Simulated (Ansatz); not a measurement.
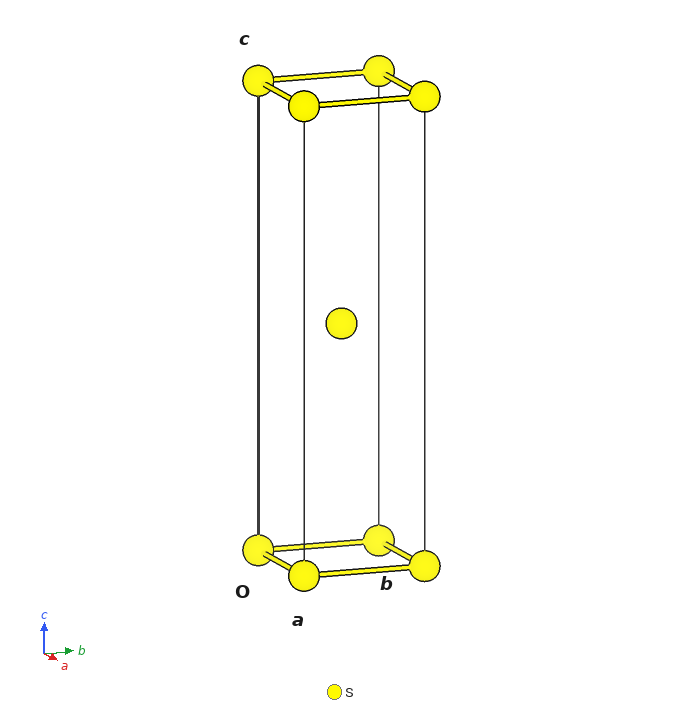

For S, the end point of a relaxation with Ansatz, DFT PBE, scalar-relativistic, plane waves, PAW; the starting structure was generated, so it need not be a known form of this composition: one unit cell is drawn above. Geometry calculated from the standardised cell; symmetry tolerance 0.002 Å.

```
S
1.0
     2.36368    0.00000    0.00000
     0.00000    2.36368    0.00000
     0.00000    0.00000    8.80315
S
2
Direct
  0.00000 0.00000 0.00000
  0.50000 0.50000 0.50000
```

Q: What is its point group?

A: 4/mmm (D4h), order 16, tetragonal system: one fourfold axis, four twofold axes, five mirror planes, an inversion centre.

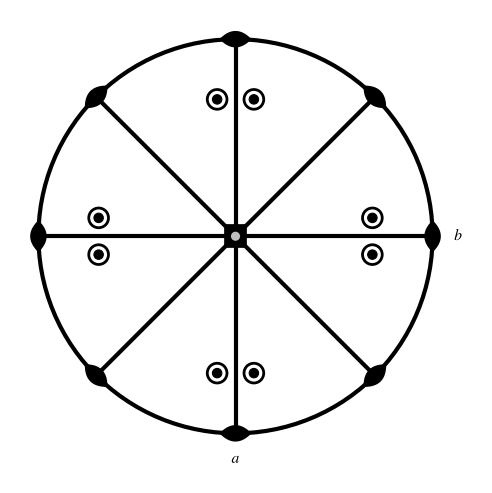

Stereographic projection: filled dots lie in the upper hemisphere, open rings in the lower; heavy lines are mirror planes (a heavy rim: a mirror in the plane of the page); lens, triangle, square and hexagon are 2-, 3-, 4- and 6-fold axes, a lens in an open square is −4, a triangle in an open hexagon −6; thin dashed diameters join the ends of axes that lie in the page; a small open circle marks inversion. The poles are one general form. The c axis points at the viewer.

Q: What does this class allow?

A: Class 4/mmm is centrosymmetric, so neither piezoelectric nor pyroelectric; it is not chiral. Its Laue class is 4/mmm.
